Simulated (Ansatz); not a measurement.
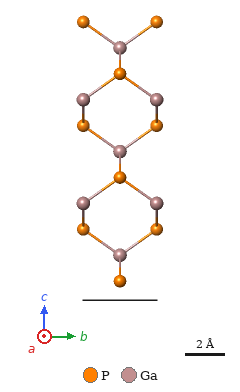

This is the input geometry for a relaxation of a slab of composition Ga5P6 (cut from the F-43m phase). The picture is a ball-and-stick view of the 2 × 1 repeat of the cell, outlined in the plane, without the vacuum, seen along the a axis.

Case: (1 0 0) slab, atoms relaxed. The slab is the (1 0 0) face of GaP.

The calculation used DFT PBEsol, scalar-relativistic, plane waves, PAW in Ansatz 0.2.0.

Input file:
```yaml
crystal:
  lattice:
    - [3.8455650224, 0.0, 0.0]
    - [0.0, 3.8455650224, 0.0]
    - [0.0, 0.0, 28.5961255242]
  atoms:
    - { symbol: P, position: [0.0, 0.5, 0.2622732927] }
    - { symbol: Ga, position: [0.5, 0.5, 0.3098186342] }
    - { symbol: P, position: [0.5, 0.0, 0.3573639756] }
    - { symbol: Ga, position: [0.0, 0.0, 0.4049093171] }
    - { symbol: P, position: [0.0, 0.5, 0.4524546585] }
    - { symbol: Ga, position: [0.5, 0.5, 0.5] }
    - { symbol: P, position: [0.5, 0.0, 0.5475453415] }
    - { symbol: Ga, position: [0.0, 0.0, 0.5950906829] }
    - { symbol: P, position: [0.0, 0.5, 0.6426360244] }
    - { symbol: Ga, position: [0.5, 0.5, 0.6901813658] }
    - { symbol: P, position: [0.5, 0.0, 0.7377267073] }
basis:
  ecutwfc: 420
kpoints:
  mp_grid: { grid: [7, 7, 1] }
hamiltonian:
  xc: pbesol
scf:
  occupations: { method: gaussian, width: 0.05 }
output:
  forces: true
  eigenvalues: true
  write_density: true
  write_potential: true
  elf: true
  volumetric_format: npy
relax:
  adjacent_minimum: "off"
  f_tol: 0.02
  max_steps: 60
efield:
  axis: 3
  dipole_correction: true
  ramp_width: 0.04
```

Launched with:
```bash
ansatz run input.yaml --threads 1 --pin off --max-ram 2560MiB --backend cpu --events-out ev --progress --plain --runs-dir out
```

### What does the optimiser find from here?

The largest moves relative to the layer's centre, 0.025 Å, are those of P1 and P11. P1 goes along the normal (+c). By element the largest moves are P 0.025 Å, Ga 0.020 Å. The cell doesn't change. Some distances before and after: Ga10–P11 2.355 → 2.329 Å, Ga2–P3 2.355 → 2.373 Å, Ga8–P9 2.355 → 2.343 Å, Ga4–P5 2.355 → 2.360 Å. Over 2 accepted moves (3 points after the start) the energy falls by 15.3 meV per cell of the calculation. Largest force component: 0.34 eV/Å at the start, 0.012 eV/Å at the end. 1 step only repeated the SCF at the same geometry.
